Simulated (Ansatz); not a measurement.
Cd16HSe15 (charge +1): field-gradient calculation (part 2 of 2)

The same run, continued: Cd16HSe15 (defect cell, 32 atoms in the cell, total charge +1); DFT, PBE, plane waves, PAW, no spin polarisation (Ansatz 0.2.0); cutoff 420 eV, 3×3×2 k-mesh, Fermi–Dirac smearing of 0.01 eV. The structure derives from an entry of the Crystallography Open Database.

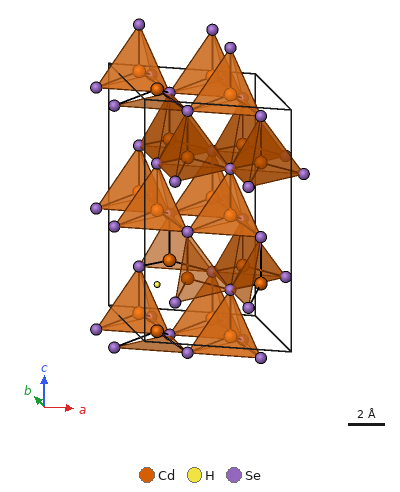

Fig. 1: The structure as given in the input (polyhedral view of the cell of the calculation, seen slightly off an axis; polyhedra are completed across the faces of the cell). An atom can appear more than once, as a periodic image.

### The program's output, continued
```
  k-point 0: bands = ["-94.8517", "-94.8517", "-94.8517", "-94.6862", "-94.5128", "-94.3895", "-94.3895", "-94.3895", "-94.3611", "-94.3574", ... 126 levels left out ..., "-39.2779", "-39.2769", "-39.2769", "-5.4662", "-5.2467", "-5.2271", "-5.2209", "-5.2209", "-5.0121", "-5.0121", "-4.9919", "-4.9919", "-4.9885", "-4.8957", "-4.8794", "-4.7928", "-4.7928", "-4.7753", "-0.9907", "-0.9907", "-0.9571", "-0.8806", "-0.8783", "-0.8783", "-0.8373", "-0.7940", "-0.7940", "-0.7851", "-0.7851",
      "-0.7830", "-0.7736", "-0.7736", "-0.7380", "-0.7380", "-0.7314", "-0.6647", "-0.6546", "-0.6546", "-0.6288", "-0.6288", "-0.6007", "-0.5745", "-0.5745", "-0.5413", "-0.5413", "-0.5385", "-0.5385", "-0.5315", "-0.5019", "-0.5019", "-0.4899", "-0.4852", "-0.4779", "-0.4779", "-0.4672", "-0.4423", "-0.4423", "-0.4243", "-0.4050", "-0.4050", "-0.4021", "-0.3921", "-0.3856", "-0.3856", "-0.3629", "-0.3629", "-0.3609", "-0.3270", "-0.3270",
      "-0.3103", "-0.3054", "-0.3054", "-0.2849", "-0.2747", "-0.2739", "-0.2739", "-0.2695", "-0.2695", "-0.2461", "-0.2453", "-0.2453", "-0.1906", "-0.1906", "-0.1814", "-0.1814", "-0.1626", "-0.1439", "-0.1439", "-0.0237", "-0.0148", "-0.0148", "-0.0023", "-0.0023", "0.0182", "0.0403", "0.1358", "0.1422", "0.1422", "2.8205", "2.8945", "2.9954", "2.9954", "3.0071", "3.0771", "3.0771", "3.1561", "3.2027", "3.2027", "3.4210",
      "3.6377", "3.6377", "4.1197", "4.6257", "4.6257", "4.6378", "5.0296", "5.1785", "5.2507", "5.4923", "5.4923", "5.7719", "5.8143", "5.8143", "5.8143", "5.8380", "5.8380", "5.8668", "5.8668", "5.9902", "6.0155", "6.0155", "6.0583", "6.1019", "6.1019", "6.3702", "6.3815", "6.3815", "6.7116", "6.7116", "6.8309", "6.8309", "6.9827", "7.1968", "7.1968", "8.1118", "9.0257", "9.4477", "9.6490", "9.8297",
      "9.8297", "9.9052", "10.2371", "10.2371", "10.3543", "10.3543", "10.3967", "10.4723", "10.5606", "10.5606", "10.7566", "11.0566", "11.3390", "11.3390", "12.0354", "12.0589", "12.0589", "12.0814", "12.0814", "12.1331", "12.3607", "12.3607", "12.5545", "13.1260", "13.1863", "13.1863", "13.2404", "13.4263", "13.5109", "13.5109", "13.5522", "13.5522", "13.6871", "13.6871", "13.8391", "14.0836", "14.1093", "14.1093", "14.3458", "14.3458",
      "14.9401", "14.9739", "14.9739", "15.0072", "15.0254", "15.0254", "15.0769", "15.1362", "15.1362", "15.2251", "15.2251"]
  k-point 1: bands = ["-94.8517", "-94.8517", "-94.8517", "-94.6862", "-94.5128", "-94.3895", "-94.3895", "-94.3895", "-94.3611", "-94.3574", ... 126 levels left out ..., "-39.2779", "-39.2769", "-39.2769", "-5.4577", "-5.2966", "-5.2205", "-5.2205", "-5.1812", "-5.0144", "-5.0144", "-4.9910", "-4.9901", "-4.9901", "-4.8973", "-4.8800", "-4.7927", "-4.7927", "-4.7750", "-0.9907", "-0.9907", "-0.9571", "-0.8807", "-0.8784", "-0.8784", "-0.8373", "-0.7938", "-0.7938", "-0.7848", "-0.7848",
      "-0.7831", "-0.7734", "-0.7734", "-0.7378", "-0.7378", "-0.7313", "-0.6630", "-0.6548", "-0.6548", "-0.6288", "-0.6288", "-0.6007", "-0.5748", "-0.5748", "-0.5411", "-0.5411", "-0.5356", "-0.5356", "-0.5341", "-0.5221", "-0.5013", "-0.5013", "-0.4868", "-0.4809", "-0.4786", "-0.4786", "-0.4407", "-0.4407", "-0.4373", "-0.4170", "-0.4170", "-0.3925", "-0.3855", "-0.3855", "-0.3663", "-0.3571", "-0.3571", "-0.3256", "-0.3256", "-0.3087",
      "-0.3054", "-0.3054", "-0.2848", "-0.2780", "-0.2739", "-0.2739", "-0.2698", "-0.2698", "-0.2524", "-0.2463", "-0.2455", "-0.2455", "-0.1901", "-0.1901", "-0.1812", "-0.1812", "-0.1628", "-0.1441", "-0.1441", "-0.1049", "-0.0158", "-0.0158", "0.0003", "0.0003", "0.0072", "0.0381", "0.1360", "0.1409", "0.1409", "2.8076", "2.9344", "2.9675", "2.9675", "3.0353", "3.0420", "3.0420", "3.3655", "3.3668", "3.3668", "3.4734",
      "3.4734", "3.4751", "3.6287", "4.4898", "5.0258", "5.0258", "5.1460", "5.1460", "5.2740", "5.2997", "5.4849", "5.5502", "5.5660", "5.5660", "5.6950", "5.6950", "6.0457", "6.0592", "6.0592", "6.0730", "6.1809", "6.1809", "6.2186", "6.2539", "6.2539", "6.2830", "6.2956", "6.2956", "6.3218", "6.6557", "6.6557", "6.8896", "6.8896", "7.1817", "7.1817", "8.4908", "9.0596", "9.4200", "9.5342", "9.6995",
      "9.6995", "9.9926", "10.0933", "10.1131", "10.1131", "10.4087", "10.5042", "10.5042", "10.6690", "10.6690", "10.7410", "11.1551", "11.1551", "11.2194", "12.3627", "12.4069", "12.4069", "12.4344", "12.4626", "12.4626", "12.4751", "12.4751", "12.5307", "12.8851", "12.9443", "12.9443", "13.0029", "13.2698", "13.2698", "13.3247", "13.3247", "13.5045", "14.0324", "14.0324", "14.0542", "14.0542", "14.1412", "14.2602", "14.3312", "14.3682",
      "14.3682", "14.3712", "14.3860", "14.3860", "14.5190", "14.5190", "14.6607", "14.7652", "14.7652", "15.0209", "15.4067"]
  k-point 2: bands = ["-94.8517", "-94.8517", "-94.8517", "-94.6862", "-94.5128", "-94.3895", "-94.3895", "-94.3895", "-94.3611", "-94.3574", ... 126 levels left out ..., "-39.2779", "-39.2769", "-39.2769", "-5.4088", "-5.2732", "-5.2218", "-5.1887", "-5.1674", "-5.0649", "-5.0427", "-5.0129", "-4.9927", "-4.9531", "-4.9017", "-4.8916", "-4.8296", "-4.7935", "-4.7806", "-0.9877", "-0.9803", "-0.9569", "-0.8782", "-0.8681", "-0.8573", "-0.8253", "-0.8071", "-0.7882", "-0.7859", "-0.7790",
      "-0.7706", "-0.7612", "-0.7591", "-0.7445", "-0.7402", "-0.7376", "-0.6768", "-0.6465", "-0.6430", "-0.6008", "-0.5965", "-0.5861", "-0.5773", "-0.5704", "-0.5522", "-0.5518", "-0.5370", "-0.5209", "-0.5135", "-0.5035", "-0.5029", "-0.4999", "-0.4996", "-0.4692", "-0.4643", "-0.4606", "-0.4535", "-0.4455", "-0.4309", "-0.4245", "-0.4115", "-0.4083", "-0.3947", "-0.3929", "-0.3828", "-0.3804", "-0.3541", "-0.3498", "-0.3458", "-0.3388",
      "-0.3303", "-0.3218", "-0.3151", "-0.3107", "-0.3041", "-0.2750", "-0.2721", "-0.2719", "-0.2713", "-0.2656", "-0.2585", "-0.2496", "-0.2478", "-0.2033", "-0.1974", "-0.1833", "-0.1809", "-0.1770", "-0.1616", "-0.1552", "-0.1304", "-0.0247", "-0.0162", "-0.0068", "0.0196", "0.0412", "0.1281", "0.1865", "0.1889", "2.8483", "3.1040", "3.1801", "3.1901", "3.2361", "3.2445", "3.3644", "3.3752", "3.4428", "3.6074", "3.6868",
      "3.8232", "4.0310", "4.3338", "4.5007", "4.5654", "4.6026", "4.9126", "4.9586", "5.0919", "5.2328", "5.2677", "5.2815", "5.3002", "5.4171", "5.6133", "5.6843", "5.8183", "5.8551", "5.8970", "5.9414", "5.9441", "6.0144", "6.0439", "6.0519", "6.0843", "6.0980", "6.1140", "6.1283", "6.1696", "6.3819", "6.3941", "6.5509", "6.5790", "6.8708", "6.9720", "8.6060", "9.4063", "9.5766", "9.8203", "10.3368",
      "10.4436", "10.4635", "10.5387", "10.5833", "10.6702", "10.8081", "10.8626", "10.9347", "11.0344", "11.2060", "11.3438", "11.5142", "11.7931", "11.8877", "12.1280", "12.1420", "12.2292", "12.2730", "12.3614", "12.4267", "12.4869", "12.5008", "12.5485", "12.7546", "12.7713", "13.0281", "13.3105", "13.4283", "13.4760", "13.5949", "13.6147", "13.6248", "13.7157", "13.8732", "13.9176", "13.9866", "14.0040", "14.0501", "14.0776", "14.1234",
      "14.2186", "14.3117", "14.4329", "14.5191", "14.6183", "14.7346", "14.7842", "14.9672", "14.9893", "15.0609", "15.1123"]
  k-point 5: bands = ["-94.8517", "-94.8517", "-94.8517", "-94.6862", "-94.5128", "-94.3895", "-94.3895", "-94.3895", "-94.3611", "-94.3574", ... 126 levels left out ..., "-39.2779", "-39.2769", "-39.2769", "-5.3377", "-5.3297", "-5.2292", "-5.1298", "-5.1288", "-5.0830", "-5.0669", "-5.0656", "-5.0145", "-4.9260", "-4.8917", "-4.8659", "-4.8566", "-4.8359", "-4.7667", "-0.9807", "-0.9717", "-0.9656", "-0.8780", "-0.8612", "-0.8393", "-0.8294", "-0.8194", "-0.7907", "-0.7788", "-0.7703",
      "-0.7648", "-0.7604", "-0.7592", "-0.7503", "-0.7318", "-0.7234", "-0.6836", "-0.6444", "-0.6404", "-0.5955", "-0.5856", "-0.5735", "-0.5611", "-0.5591", "-0.5466", "-0.5460", "-0.5425", "-0.5212", "-0.5155", "-0.5124", "-0.5045", "-0.4951", "-0.4862", "-0.4785", "-0.4600", "-0.4549", "-0.4535", "-0.4484", "-0.4445", "-0.4324", "-0.4283", "-0.4179", "-0.4098", "-0.3897", "-0.3775", "-0.3658", "-0.3602", "-0.3501", "-0.3419", "-0.3341",
      "-0.3338", "-0.3283", "-0.3260", "-0.3152", "-0.3113", "-0.3080", "-0.3008", "-0.2929", "-0.2801", "-0.2675", "-0.2658", "-0.2549", "-0.2491", "-0.2309", "-0.2297", "-0.2198", "-0.2005", "-0.1781", "-0.1687", "-0.1544", "-0.0973", "-0.0861", "-0.0673", "0.0587", "0.0636", "0.0661", "0.1041", "0.1099", "0.2291", "2.8322", "3.2353", "3.2474", "3.2838", "3.3499", "3.4762", "3.5105", "3.5724", "3.5726", "3.7353", "3.8912",
      "4.2168", "4.3804", "4.4238", "4.4356", "4.4486", "4.4730", "4.5868", "5.0219", "5.0491", "5.0529", "5.1361", "5.1497", "5.2308", "5.2935", "5.3145", "5.4921", "5.6010", "5.6448", "5.6689", "5.6712", "5.7138", "5.8099", "5.9131", "5.9280", "6.0081", "6.0191", "6.2477", "6.3573", "6.3640", "6.3889", "6.4503", "6.5163", "6.5338", "6.5866", "6.6125", "8.6912", "9.3025", "9.5600", "10.4139", "10.4148",
      "10.5527", "10.5742", "10.7259", "10.7300", "11.2965", "11.4122", "11.4188", "11.4310", "11.5018", "11.6121", "11.6163", "11.7950", "11.9891", "11.9988", "12.1244", "12.2085", "12.3852", "12.4453", "12.4717", "12.4788", "12.5228", "12.5406", "12.5432", "12.6180", "12.6208", "12.8520", "13.1367", "13.3267", "13.3918", "13.4002", "13.4083", "13.5494", "13.6045", "13.6062", "13.6426", "13.7219", "13.7460", "13.8112", "13.8156", "13.8221",
      "13.9190", "13.9190", "14.0960", "14.1765", "14.5646", "14.6027", "14.7295", "14.7981", "14.8392", "14.9680", "15.2844"]
--- Löwdin populations: 32 sites ---
  site symbol       q [e]
     0     Cd     18.8031
     1     Cd     18.7576
     2     Cd     18.7601
     3     Cd     18.7571
     4     Cd     18.7601
     5     Cd     18.7571
     6     Cd     18.7601
     7     Cd     18.7571
     8     Cd     18.8035
     9     Cd     18.7586
    10     Cd     18.8035
    11     Cd     18.7586
    12     Cd     18.8035
    13     Cd     18.7586
    14     Cd     18.7584
    15     Cd     18.7577
    16      H      1.5547
    17     Se     17.0243
    18     Se     17.0066
    19     Se     17.0197
    20     Se     17.0066
    21     Se     17.0197
    22     Se     17.0066
    23     Se     17.0197
    24     Se     17.0073
    25     Se     17.0142
    26     Se     17.0073
    27     Se     17.0142
    28     Se     17.0073
    29     Se     17.0142
    30     Se     17.0248
    31     Se     17.0247
  spilling = 0.005202 (of n_electrons = 560.000000)
```

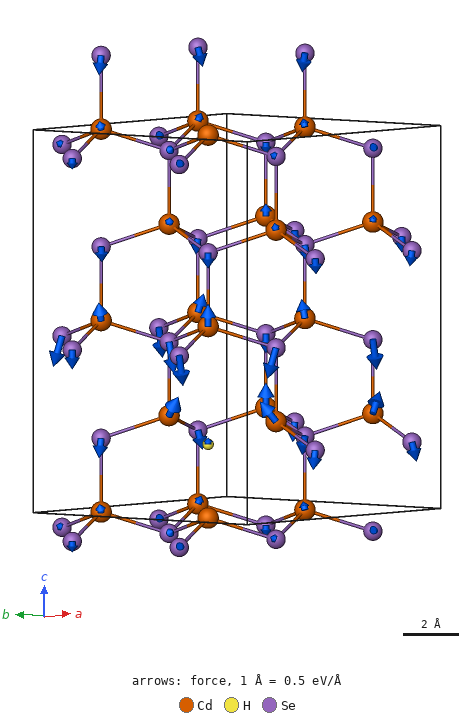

Fig. 2: Forces on the atoms as blue arrows (ball-and-stick view of the cell of the calculation, seen at an oblique angle; bonded neighbours outside the cell are drawn too). The largest act on Se25, Se27, Se29 (0.59 eV/Å); Cd9, Cd11, Cd13 (0.48 eV/Å); Cd15 (0.46 eV/Å); Cd2 (0.42 eV/Å), among others. Atoms are counted from 1 in the order of the input and aren't labelled in the picture. The geometry is not a stationary point of this energy.

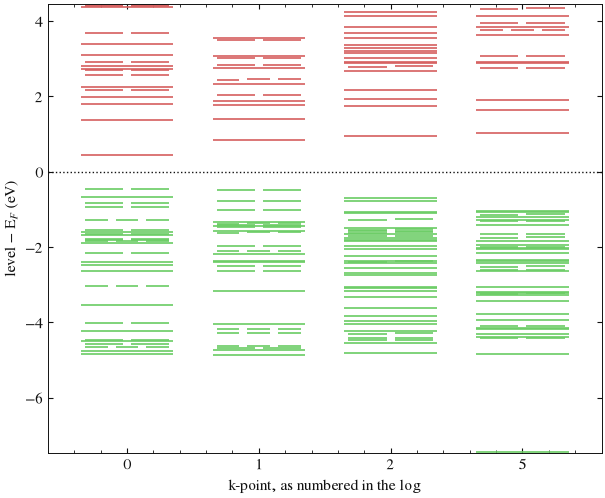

Fig. 3: Kohn–Sham levels near the Fermi level (dotted) at the few k-points that the log prints; levels within 0.02 eV of each other stand side by side. Among these points the highest filled and lowest empty levels are 0.92 eV apart, which is the gap on the mesh.
